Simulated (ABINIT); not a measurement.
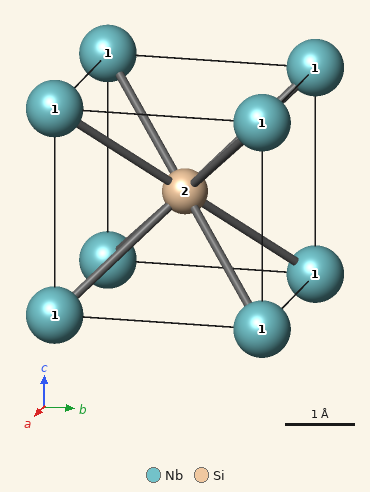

The structure as given in the input (ball-and-stick view of the cell of the calculation, seen slightly off an axis; atoms are numbered from 1 in the order of the input). An atom can appear more than once, as a periodic image.

## Phonon calculation, with input and output: NbSi (part 1 of 2)

System: NbSi (2 atoms in the cell).
Method: Kohn-Sham DFT of a periodic cell, PBE with D2, spin-orbit coupling, Ansatz PAW PBE default generated set, frozen core, no spin polarisation (ABINIT 10.8.3).

The structure was built on a prototype by a generator; it need not be a known phase.

### The input
```
# Datasets
ndtset 2

# Pseudopotentials
pp_dirpath "./"
pseudos "Nb.GGA_PBE-ansatz.xml, Si.GGA_PBE-ansatz.xml"

# Structure
acell 3.1477388 3.1477388 3.1477388 Angstrom
rprim
     1.0000000000     0.0000000000     0.0000000000
     0.0000000000     1.0000000000     0.0000000000
     0.0000000000     0.0000000000     1.0000000000
ntypat 2
znucl 41 14
natom 2
typat 1 2
chkprim 0
chksymtnons 0
tolsym 1.0e-6
xred
            0.0            0.0            0.0
            1/2            1/2            1/2

# Plane-wave basis
ecut 15.4
pawecutdg 30.8
pawxcdev 0
ecutsm 0.5

# k points
ngkpt 6 6 6
nshiftk 1
shiftk 0.5 0.5 0.5

# Exchange and correlation
ixc 11
vdw_xc 5

# Bands and occupations
nband 30
occopt 3
tsmear 0.00183747

# Spin
nspinor 2
nspden 1
pawspnorb 1

# SCF cycle
nstep 80

# Output
prteig 0
prtebands 0
prtwf 0
prtden 0
prtpot 0

# Dataset 1: ground state
kptopt1 4
tolvrs1 1.0e-11
prtwf1 1
tolwfr1 1.0e-14
nbdbuf1 4
nline1 6

# Dataset 2: response at q = 0 to atomic displacements
rfphon2 1
rfatpol2 1 2
rfdir2 1 1 1
getwfk2 1
kptopt2 3
nqpt2 1
qpt2 0.0 0.0 0.0
tolvrs2 1.0e-8
```

### File mrgddb.in
```
merged_DDB
NbSi
2
runo_DS1_DDB
runo_DS2_DDB
```

### File anaddb.abi
```
ddb_filepath "merged_DDB"
output_file "anaddb.abo"
outdata_prefix "ana"
asr 1
chneut 0
dipdip 0
dieflag 0
enunit 0
eivec 1
nph1l 1
qph1l 0.0 0.0 0.0 1.0
```

Run on 1 thread of Arm Neoverse V1, 112 GiB of memory available, shared host.

Launched with:
```bash
abinit run.abi > log 2>&1
mrgddb < mrgddb.in > mrgddb.log 2>&1
anaddb anaddb.abi > anaddb.log 2>&1
```

### Output
```
.Version 10.8.3 of ABINIT
 DATASET    1 : space group P4 3 2 (#207); Bravais cP (primitive cubic)
================================================================================
 Values of the parameters that define the memory need for DATASET  1.
     intxc =       0    ionmov =       0      iscf =      17    lmnmax =      26
     lnmax =       8     mgfft =      24  mpssoang =       4    mqgrid =    3001
     natom =       2  nloc_mem =       2    nspden =       1   nspinor =       2
    nsppol =       1      nsym =      24    n1xccc =       1    ntypat =       2
    occopt =       3   xclevel =       2
       mpw =         615          nfft =       13824          nkpt =          11
 PAW method is used; the additional fine FFT grid is defined by:
   mgfftf=        30    nfftf =     27000
================================================================================
================================================================================

 DATASET    2 : space group P4 3 2 (#207); Bravais cP (primitive cubic)
================================================================================
 Values of the parameters that define the memory need for DATASET  2 (RF).
     intxc =       0      iscf =       7    lmnmax =      26     lnmax =       8
     mgfft =      24  mpssoang =       4    mqgrid =    3001     natom =       2
  nloc_mem =       2    nspden =       1   nspinor =       2    nsppol =       1
      nsym =      24    n1xccc =       1    ntypat =       2    occopt =       3
   xclevel =       2
      nfft =       13824          nkpt =         216
================================================================================
================================================================================

--------------------------------------------------------------------------------
------------- Echo of variables that govern the present computation ------------
--------------------------------------------------------------------------------
 -outvars: echo values of preprocessed input variables --------
            acell      5.9483642479E+00  5.9483642479E+00  5.9483642479E+00 Bohr
              amu      9.29063800E+01  2.80855000E+01
          chkprim           0
      chksymtnons           0
             ecut      1.54000000E+01 Hartree
           ecutsm      5.00000000E-01 Hartree
           getwfk1          0
           getwfk2          1
             iscf1         17
             iscf2          7
              ixc          11
           jdtset        1    2
                       outvar_i_n : Printing only first  50 k-points.
           kptopt1          4
           kptopt2          3
         kptrlatt        6    0    0      0    6    0      0    0    6
          kptrlen      3.56901855E+01
            natom           2
            nband1         30
            nband2         30
           nbdbuf           4
           ndtset           2
            ngfft          24      24      24
          ngfftdg          30      30      30
             nkpt1         11
             nkpt2        216
            nline1          6
            nline2          4
             nqpt1          0
             nqpt2          1
          nspinor           2
            nstep          80
             nsym          24
           ntypat           2
                       prtocc : prtvol=0, do not print more k-points.
           occopt           3
        optdriver1          0
        optdriver2          1
        pawcpxocc           2
        pawecutdg      3.08000000E+01 Hartree
        pawspnorb           1
         pawxcdev           0
           prtden           0
        prtebands           0
           prteig           0
            prtwf1          1
            prtwf2          0
           rfphon1          0
           rfphon2          1
           shiftk      5.00000000E-01  5.00000000E-01  5.00000000E-01
          spgroup         207
           tolsym      1.00000000E-06
           tolvrs1     1.00000000E-11
           tolvrs2     1.00000000E-08
           tolwfr1     1.00000000E-14
           tolwfr2     0.00000000E+00
           tsmear      1.83747000E-03 Hartree
            typat      1  2
           useylm           1
           vdw_xc           5
                       outvars : Printing only first  50 k-points.
           xangst      0.0000000000E+00  0.0000000000E+00  0.0000000000E+00
                       1.5738694000E+00  1.5738694000E+00  1.5738694000E+00
            xcart      0.0000000000E+00  0.0000000000E+00  0.0000000000E+00
                       2.9741821239E+00  2.9741821239E+00  2.9741821239E+00
             xred      0.0000000000E+00  0.0000000000E+00  0.0000000000E+00
                       5.0000000000E-01  5.0000000000E-01  5.0000000000E-01
            znucl       41.00000   14.00000

================================================================================

 chkinp: Checking input parameters for consistency, jdtset=   1.

 chkinp: Checking input parameters for consistency, jdtset=   2.

================================================================================
== DATASET  1 ==================================================================

--- !DatasetInfo
iteration_state: {dtset: 1, }
dimensions: {natom: 2, nkpt: 11, mband: 30, nsppol: 1, nspinor: 2, nspden: 1, mpw: 615, }
cutoff_energies: {ecut:  15.4, pawecutdg:  30.8, }
electrons: {nelect:   1.70000000E+01, charge:   0.00000000E+00, occopt:   3.00000000E+00, tsmear:   1.83747000E-03, }
meta: {optdriver: 0, ionmov: 0, optcell: 0, iscf: 17, paral_kgb: 0, }
...

 Exchange-correlation functional for the present dataset will be:
  GGA: Perdew-Burke-Ernzerhof functional - ixc=11
  J.P.Perdew, K.Burke, M.Ernzerhof, PRL 77, 3865 (1996)

 Real(R)+Recip(G) space primitive vectors, cartesian coordinates (Bohr,Bohr^-1):
 R(1)=  5.9483642  0.0000000  0.0000000  G(1)=  0.1681134  0.0000000  0.0000000
 R(2)=  0.0000000  5.9483642  0.0000000  G(2)=  0.0000000  0.1681134  0.0000000
 R(3)=  0.0000000  0.0000000  5.9483642  G(3)=  0.0000000  0.0000000  0.1681134
 Unit cell volume ucvol=  2.1047119E+02 bohr^3
 Angles (23,13,12)=  9.00000000E+01  9.00000000E+01  9.00000000E+01 degrees

 Coarse grid specifications (used for wave-functions):

 getcut: wavevector=  0.0000  0.0000  0.0000  ngfft=  24  24  24
         ecut(hartree)=     15.400   => boxcut(ratio)=   2.28396

 getcut : COMMENT -
  Note that boxcut > 2.2 ; recall that boxcut=Gcut(box)/Gcut(sphere) = 2
  is sufficient for exact treatment of convolution.
  Such a large boxcut is a waste : you could raise ecut
  e.g. ecut=   20.083395 Hartrees makes boxcut=2

 Fine grid specifications (used for densities):

 getcut: wavevector=  0.0000  0.0000  0.0000  ngfft=  30  30  30
         ecut(hartree)=     30.800   => boxcut(ratio)=   2.01875

--- Pseudopotential description ------------------------------------------------
- pspini: atom type   1  psp file is ./Nb.GGA_PBE-ansatz.xml
 Pseudopotential format is: paw10
 basis_size (lnmax)=  8 (lmn_size= 26), orbitals=   0   0   0   1   1   2   2   3
 Spheres core radius: rc_sph= 2.63805767
 Shapefunction is NUMERIC type: directly read from atomic data file
 Radius for shape functions =  2.63805767
 Compensation charge density is not taken into account in XC energy/potential

- pspini: atom type   2  psp file is ./Si.GGA_PBE-ansatz.xml
 Pseudopotential format is: paw10
 basis_size (lnmax)=  6 (lmn_size= 18), orbitals=   0   0   1   1   2   2
 Spheres core radius: rc_sph= 2.63805767
 Shapefunction is NUMERIC type: directly read from atomic data file
 Radius for shape functions =  2.63805767
 Compensation charge density is not taken into account in XC energy/potential

   6.38159516E+02                                ecore*ucvol(ha*bohr**3)
--------------------------------------------------------------------------------

================================================================================

--- !BeginCycle
iteration_state: {dtset: 1, }
solver: {iscf: 17, nstep: 80, nline: 6, wfoptalg: 10, }
tolerances: {tolwfr: 1.00E-14, tolvrs: 1.00E-11, }
...

     iter   Etot(hartree)      deltaE(h)  residm     nres2
 ETOT  1  -61.326320291647    -6.133E+01 7.723E-01 4.944E+00
 ETOT  2  -61.566349784529    -2.400E-01 2.172E-04 1.837E+00
 ETOT  3  -61.554608286562     1.174E-02 4.331E-04 1.553E-01
 ETOT  4  -61.554551916445     5.637E-05 3.583E-06 2.429E-03
 ETOT  5  -61.554543328670     8.588E-06 4.144E-07 9.149E-04
 ETOT  6  -61.554538948523     4.380E-06 2.234E-07 3.585E-05
 ETOT  7  -61.554538827470     1.211E-07 5.225E-09 5.600E-06
 ETOT  8  -61.554538805791     2.168E-08 1.301E-09 3.153E-07
 ETOT  9  -61.554538804561     1.230E-09 2.706E-11 1.033E-07
 ETOT 10  -61.554538804209     3.513E-10 9.502E-12 3.398E-09
 ETOT 11  -61.554538804223    -1.354E-11 7.810E-13 2.105E-10
 ETOT 12  -61.554538804218     4.995E-12 2.814E-14 1.449E-11
 ETOT 13  -61.554538804217     1.059E-12 9.921E-15 2.960E-12

 At SCF step   13  max residual=  9.92E-15 < tolwfr=  1.00E-14 AND nres2   =  2.96E-12 < tolvrs=  1.00E-11 =>converged.

 Cartesian components of stress tensor (hartree/bohr^3)
  sigma(1 1)=  1.10043224E-06  sigma(3 2)=  0.00000000E+00
  sigma(2 2)=  1.10043224E-06  sigma(3 1)=  0.00000000E+00
  sigma(3 3)=  1.10043224E-06  sigma(2 1)=  0.00000000E+00

--- !ResultsGS
iteration_state: {dtset: 1, }
comment   : Summary of ground state results
lattice_vectors:
- [  5.9483642,   0.0000000,   0.0000000, ]
- [  0.0000000,   5.9483642,   0.0000000, ]
- [  0.0000000,   0.0000000,   5.9483642, ]
lattice_lengths: [   5.94836,    5.94836,    5.94836, ]
lattice_angles: [ 90.000,  90.000,  90.000, ] # degrees, (23, 13, 12)
lattice_volume:   2.1047119E+02
convergence: {deltae:  1.059E-12, res2:  2.960E-12, residm:  9.921E-15, diffor: null, }
etotal    :  -6.15545388E+01
entropy   :   0.00000000E+00
fermie    :   3.79421695E-01
cartesian_stress_tensor: # hartree/bohr^3
- [  1.10043224E-06,   0.00000000E+00,   0.00000000E+00, ]
- [  0.00000000E+00,   1.10043224E-06,   0.00000000E+00, ]
- [  0.00000000E+00,   0.00000000E+00,   1.10043224E-06, ]
pressure_GPa:  -3.2376E-02
xred      :
- [  0.0000E+00,   0.0000E+00,   0.0000E+00, Nb]
- [  5.0000E-01,   5.0000E-01,   5.0000E-01, Si]
cartesian_forces: # hartree/bohr
- [ -0.00000000E+00,  -0.00000000E+00,  -0.00000000E+00, ]
- [ -0.00000000E+00,  -0.00000000E+00,  -0.00000000E+00, ]
force_length_stats: {min:   0.00000000E+00, max:   0.00000000E+00, mean:   0.00000000E+00, }
...

 Integrated electronic density in atomic spheres:
 ------------------------------------------------
 Atom  Sphere_radius  Integrated_density
    1        2.63806         11.48238006
    2        2.63806          3.60423812

================================================================================

 ----iterations are completed or convergence reached----
```
